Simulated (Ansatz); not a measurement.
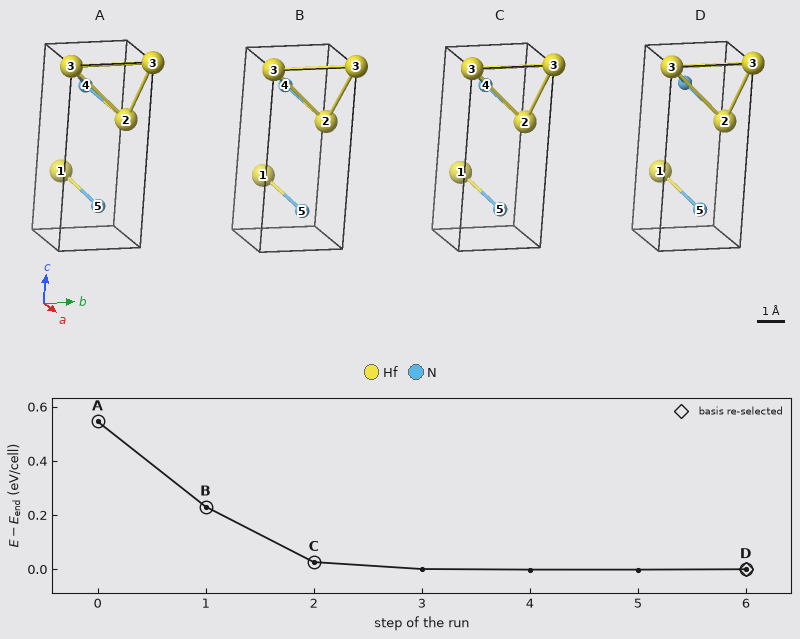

Frames of a relaxation of a crystal of Hf3N2 (set up in P1), marked on the history of the run. The picture is a ball-and-stick view of the cell of the calculation, reduced to other axes, seen slightly off an axis. Lengths and directions refer to the drawn axes.

Case: cure: more steps.

Theory: DFT PBEsol, scalar-relativistic, plane waves, PAW (Ansatz 0.2.0). (plane-wave cutoff 420 eV; k-point mesh 6 × 6 × 6; occupations gaussian; smearing width 0.1 eV; no spin polarisation; cell and atoms relaxed; force threshold 0.005 eV/Å; at most 100 steps)

Describe the path.

The atom that moves furthest relative to the cell is N4 (0.17 Å roughly along [−3 0 1]). By element the largest moves are N 0.17 Å, Hf 0.12 Å. The drawn cell changes as follows: a = b 3.199 → 3.193 Å (−0.2 %), c 7.972 → 7.924 Å (−0.6 %); the volume changes by −1.0 %. Among the contacts that change: Hf3–N5 2.467 → 2.248 Å, Hf3–N4 2.434 → 2.248 Å, Hf3–N4 (another image) 2.097 → 2.248 Å, Hf1–N5 2.120 → 2.259 Å. Bond angles that change, for instance: Hf1–N5–Hf3 170.1° → 179.6°, Hf2–N4–Hf3 171.3° → 179.6°, Hf2–N4–Hf3 82.3° → 89.8°. The space group (tolerance 0.01 Å) goes from P1 (No. 1) to R-3m (No. 166). Over 5 accepted moves (6 points after the start) the energy falls by 0.546 eV per cell of the calculation. The largest force component goes from 2.1 to 0.00079 eV/Å. Pressure: 1.38 GPa at the start and −0.03 GPa at the end. The SCF was repeated once at an unchanged geometry on a basis and grid sized afresh for the cell, which shifted the energy by 1.4 meV per cell of the calculation at most. From step 0 to 1: N4 moves most (0.20 Å), volume −1.2 %, energy −0.315 eV per cell of the calculation. From step 1 to 2: Hf atoms move most (0.14 Å), volume +0.7 %, energy −0.205 eV per cell of the calculation. From step 2 to 6: Hf2 moves most (0.03 Å), volume −0.5 %, energy −26.6 meV per cell of the calculation.

| step | E − E(0), meV/atom | largest force component, eV/Å | pressure, GPa | volume, Å³/atom | note |
| --- | --- | --- | --- | --- | --- |
| 0 | 0.00 | 2.1121 | 1.38 | 13.744 |  |
| 1 | -62.92 | 1.4882 | 3.48 | 13.574 |  |
| 2 | -103.87 | 0.3458 | -0.56 | 13.670 |  |
| 3 | -109.02 | 0.1391 | -0.24 | 13.629 |  |
| 4 | -109.45 | 0.0119 | -0.03 | 13.607 |  |
| 5 | -109.46 | 0.0007 | 0.00 | 13.605 |  |
| 6 | -109.18 | 0.0008 | -0.03 | 13.605 | same geometry, new basis |
